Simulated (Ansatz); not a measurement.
Geometry relaxation of AlCu$_{3}$ (part 2 of 2)

AlCu$_{3}$ (4 atoms in the cell); DFT r2SCAN, scalar-relativistic, plane waves, PAW, no spin polarisation (Ansatz 0.2.0); cutoff 500 eV, 12×12×12 k-mesh, Gaussian smearing of 0.1 eV. The structure derives from a Materials Project entry.

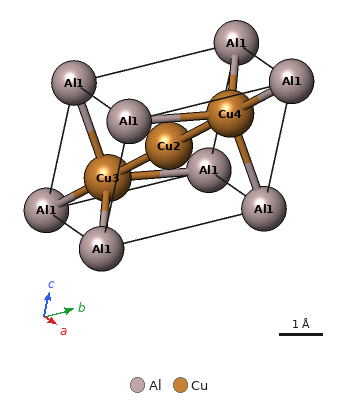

The geometry at step 3 of the log (ball-and-stick view of the cell of the calculation, seen slightly off an axis; atoms are numbered from 1 in the order of the input).

Output, continued:
```
--- Per-component energies (eV) ---
  E_band       = -1236.341128
  E_kinetic    = 924.234879
  E_local      = -13931.298006  (includes V_loc(G=0)·N_el)
  E_nonlocal   = 1192.420862
  E_hartree    = 6215.154246
  E_xc         = -289.999594
  E_vxc        = -408.685231  (∫ρ·V_xc dr)
  E_paw        = -5504.968747  (= ΣΔE_a)
  E_vpaw       = -1472.135342  (= ΣTr[D̂ρ^β])
  E_aug_tail   = 0.000431  (compensation charges beyond the density's cutoff)
  E_vtau       = 28.812900  (kinetic-family band-sum trace: ∫τ·v_τ [+ j·A + Jᵃ·Aᵃ] dr)
  E_ewald      = -9039.435782
  E_core_change = -0.963432  (= ΣΔE_core)
  E_smearing   = -0.004882  (= −TS)
  E_closure    = 0.000000  (closes the sum)
  Σ components = -20434.860026   (vs F -20434.860026, Δ=0.00e0)
--- Forces (eV/Å), atoms counted from 1 ---
  atom   1  Al    -0.00000000     0.00000000    -0.00000000
  atom   2  Cu     0.00000000    -0.00000000    -0.00000000
  atom   3  Cu     0.00000000    -0.00000000    -0.00000000
  atom   4  Cu    -0.00000000     0.00000000    -0.00000000
  max |Σ_I F_I| component: 1.85e-17 eV/Å
--- Stress (GPa, compression-positive) ---
        0.003628       0.000000       0.000000
        0.000000       0.003628       0.000000
        0.000000      -0.000000       0.003628
  P = ⅓ Tr σ = 0.0036 GPa (0.036 kbar)
--- Band table (eV; the first three rows and the last of 72) ---
  k-point 0: bands = ["-101.8771", "-101.8747", "-101.5437", "-57.6984", "-57.6984", "-57.6984", "-57.6896", "-57.6896", "-57.6896", "-57.3620", "-57.3620", "-57.3620", "4.0764", "10.3228", "10.3228", "10.4155", "10.4155", "10.4155", "11.3186", "11.3186", "11.3186", "12.3403", "12.3403", "12.3403", "12.5112", "12.5112", "12.6351", "12.6351", "19.0698", "19.0698", "19.0698", "19.5136", "19.5136", "19.5136", "21.0369", "22.2955"]
  k-point 1: bands = ["-101.8770", "-101.8747", "-101.5437", "-57.6986", "-57.6983", "-57.6983", "-57.6898", "-57.6898", "-57.6895", "-57.3621", "-57.3620", "-57.3620", "4.1774", "10.2909", "10.2909", "10.3754", "10.4912", "10.4912", "11.3093", "11.3093", "11.3211", "12.2649", "12.2782", "12.2782", "12.5486", "12.5486", "12.6279", "12.6279", "17.6527", "18.6485", "18.6485", "19.9356", "20.0052", "20.0052", "21.5092", "22.0592"]
  k-point 2: bands = ["-101.8769", "-101.8748", "-101.5437", "-57.6987", "-57.6980", "-57.6980", "-57.6902", "-57.6902", "-57.6892", "-57.3623", "-57.3618", "-57.3618", "4.4784", "10.2528", "10.2771", "10.2771", "10.6285", "10.6285", "11.2829", "11.2850", "11.2850", "12.0814", "12.1521", "12.1521", "12.5834", "12.5834", "12.6277", "12.6277", "16.0235", "18.2045", "18.2045", "19.7776", "20.2869", "20.2869", "21.6971", "21.8571"]
  k-point 71: bands = ["-101.8758", "-101.8758", "-101.5439", "-57.7042", "-57.7001", "-57.6950", "-57.6950", "-57.6858", "-57.6857", "-57.3624", "-57.3624", "-57.3604", "8.3311", "9.2175", "9.2175", "9.8111", "11.0780", "11.1923", "11.1949", "11.1949", "11.4656", "11.4656", "11.9016", "12.0566", "12.5824", "12.5824", "12.7510", "12.7528", "12.9332", "13.1385", "13.1385", "21.0626", "21.0626", "21.2048", "21.2163", "26.9391"]
--- Relaxed structure (3 steps of the walk, 3 accepted, 1 SCFs on fresh bases) ---
  F+E_penalty+E_count = -20434.86002590 eV   max|allowed force component| = 7.401e-17 eV/Å   (the final SCF, on the basis selected at the relaxed cell)
  cell:  # Å, volume = 48.3088 Å³
    - [-1.9107645123358464e-34, 2.8906715164431267, 2.8906715164431267]
    - [2.8906715164431267, -8.598440305511308e-35, 2.8906715164431267]
    - [2.8906715164431267, 2.8906715164431267, -9.553822561679232e-35]
  atoms:
    - { symbol: Al, position: [-7.662934941534554e-36, -4.49356241614066e-36, 6.295328988796073e-37] }
    - { symbol: Cu, position: [0.49999999999999994, 0.49999999999999994, 0.49999999999999994] }
    - { symbol: Cu, position: [0.24999999999999997, 0.24999999999999997, 0.24999999999999997] }
    - { symbol: Cu, position: [0.75, 0.75, 0.75] }
```

Trajectory as extended XYZ (Å, eV, eV/Å), 4 frames, from step=1 to step=4:
```
4
Lattice="0.0000 2.8880 2.8880 2.8880 0.0000 2.8880 2.8880 2.8880 0.0000" Properties=species:S:1:pos:R:3:forces:R:3 step=1 energy=-20434.85985 pressure_GPa=0.42
Al    0.0000    0.0000    0.0000    0.0000   0.0000   0.0000
Cu    2.8880    2.8880    2.8880    0.0000   0.0000   0.0000
Cu    1.4440    1.4440    1.4440    0.0000   0.0000   0.0000
Cu    4.3320    4.3320    4.3320    0.0000   0.0000   0.0000
4
Lattice="0.0000 2.8896 2.8896 2.8896 0.0000 2.8896 2.8896 2.8896 0.0000" Properties=species:S:1:pos:R:3:forces:R:3 step=2 energy=-20434.85996 pressure_GPa=0.17
Al    0.0000    0.0000    0.0000    0.0000   0.0000   0.0000
Cu    2.8896    2.8896    2.8896    0.0000   0.0000   0.0000
Cu    1.4448    1.4448    1.4448    0.0000   0.0000   0.0000
Cu    4.3344    4.3344    4.3344    0.0000   0.0000   0.0000
4
Lattice="0.0000 2.8907 2.8907 2.8907 0.0000 2.8907 2.8907 2.8907 0.0000" Properties=species:S:1:pos:R:3:forces:R:3 step=3 energy=-20434.85997 pressure_GPa=0.00
Al    0.0000    0.0000    0.0000    0.0000   0.0000   0.0000
Cu    2.8907    2.8907    2.8907    0.0000   0.0000   0.0000
Cu    1.4453    1.4453    1.4453    0.0000   0.0000   0.0000
Cu    4.3360    4.3360    4.3360    0.0000   0.0000   0.0000
4
Lattice="0.0000 2.8907 2.8907 2.8907 0.0000 2.8907 2.8907 2.8907 0.0000" Properties=species:S:1:pos:R:3:forces:R:3 step=4 energy=-20434.86003 pressure_GPa=0.00
Al    0.0000    0.0000    0.0000    0.0000   0.0000   0.0000
Cu    2.8907    2.8907    2.8907    0.0000   0.0000   0.0000
Cu    1.4453    1.4453    1.4453    0.0000   0.0000   0.0000
Cu    4.3360    4.3360    4.3360    0.0000   0.0000   0.0000
```

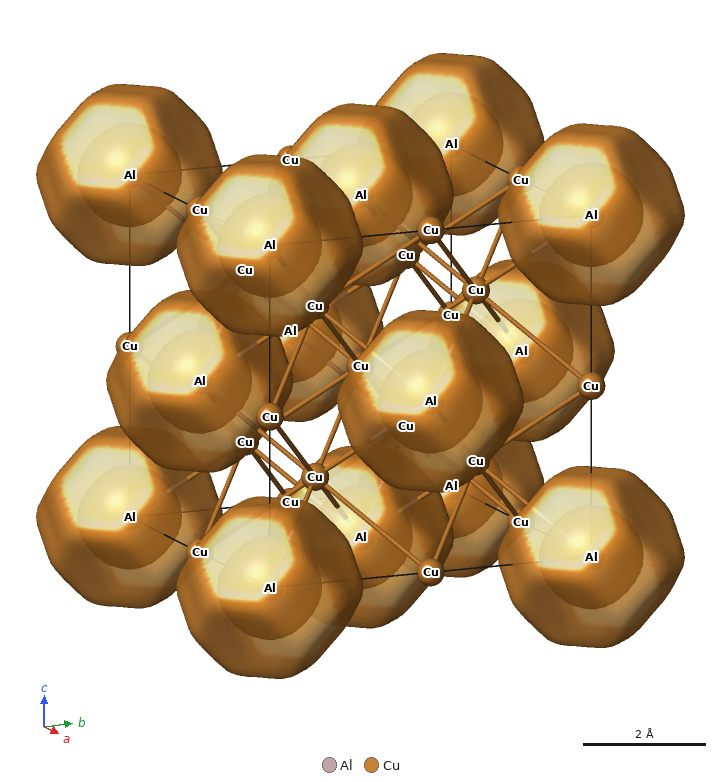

Isosurface of the electron localisation function at 0.4 (orange), seen slightly off an axis. Only the valence region is drawn (cores and ρ < 0.01 e/Å³ removed). Sticks mark near contacts. The outline is the cell set on symmetry axes. Profiles from the grid: Al–Cu (2.50 Å): the ELF is about 0.40 at the midpoint, which marks metallic bonding. Cu–Cu (2.50 Å): the ELF is about 0.20 at the midpoint (no shared electron pair). In a PAW calculation such maps are meaningful between the atoms, not at the nuclei.

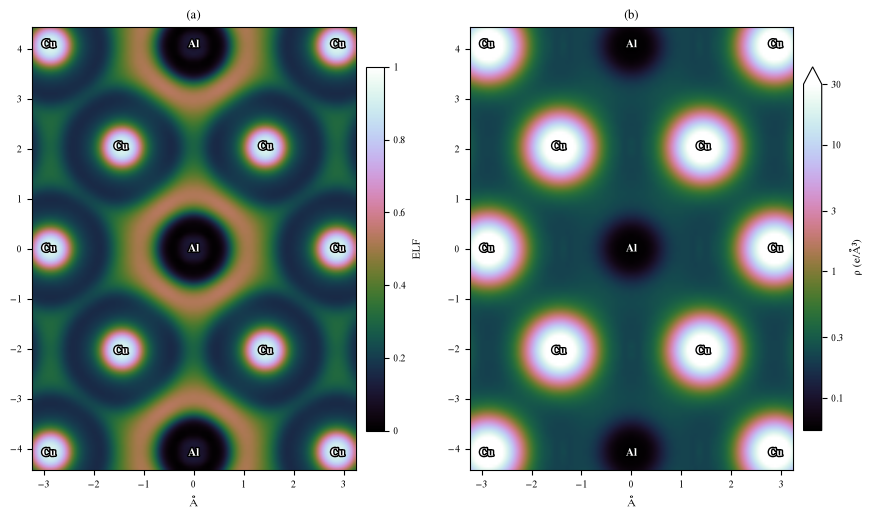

(a) ELF; (b) valence electron density on the (101) plane of the conventional cell. Al–Cu (2.50 Å): ρ at the midpoint is about 0.28 e/Å³; the ELF is about 0.40 at the midpoint (nearly free electrons, as in a simple metal). Cu–Cu (2.50 Å): ρ at the midpoint is about 0.29 e/Å³; the ELF is about 0.20 at the midpoint; no shared electron pair. Away from the nuclei the density in this plane falls to 0.21 e/Å³ at its lowest. The strong features right at Cu lie inside the PAW spheres (semicore, d or f shells) and say nothing about bonding.

The run was set up as follows.

Input file:
```yaml
crystal:
  lattice:
    - [0.0, 2.888010988, 2.888010988]
    - [2.888010988, 0.0, 2.888010988]
    - [2.888010988, 2.888010988, 0.0]
  atoms:
    - { symbol: Al, position: [0.0, 0.0, 0.0] }
    - { symbol: Cu, position: [0.5, 0.5, 0.5] }
    - { symbol: Cu, position: [0.25, 0.25, 0.25] }
    - { symbol: Cu, position: [0.75, 0.75, 0.75] }
basis:
  ecutwfc: 500
kpoints:
  mp_grid: { grid: [12, 12, 12] }
hamiltonian:
  xc: r2scan
scf:
  occupations: { method: gaussian, width: 0.1 }
output:
  forces: true
  stress: true
  eigenvalues: true
  write_density: true
  write_potential: true
  elf: true
  volumetric_format: npy
relax:
  adjacent_minimum: "off"
  f_tol: 0.005
  max_steps: 80
  cell: { stress_tol: 0.05 }
```

Launch command:
```bash
ansatz run input.yaml --threads 1 --pin off --max-ram 2560MiB --backend cpu --events-out ev --progress --plain --runs-dir out
```

Key numbers:

```json
{"quantity": "outcome", "value": "converged"}
{"quantity": "space group (tolerance 0.01 Å)", "value": "Fm-3m (225)"}
{"quantity": "electrons treated", "value": "60"}
{"quantity": "free energy", "value": "−20434.8600 eV"}
{"quantity": "Fermi energy", "value": "15.173 eV"}
{"quantity": "gap on the k-point mesh", "value": "none (metallic)"}
{"quantity": "pressure", "value": "0.00 GPa"}
{"quantity": "final volume", "value": "48.31 Å³"}
{"quantity": "largest force (length of the vector) at the end", "value": "under 0.001 eV/Å"}
{"quantity": "final cell", "value": "a = 4.088 Å, b = 4.088 Å, c = 4.088 Å, α = 60.00°, β = 60.00°, γ = 60.00°"}
{"quantity": "hardware", "value": "1 thread of Oxide Virtual Turin-like (Zen 5), 32 GiB of memory available, shared host"}
{"quantity": "wall time", "value": "61 s"}
{"quantity": "peak memory", "value": "0.57 GiB"}
```
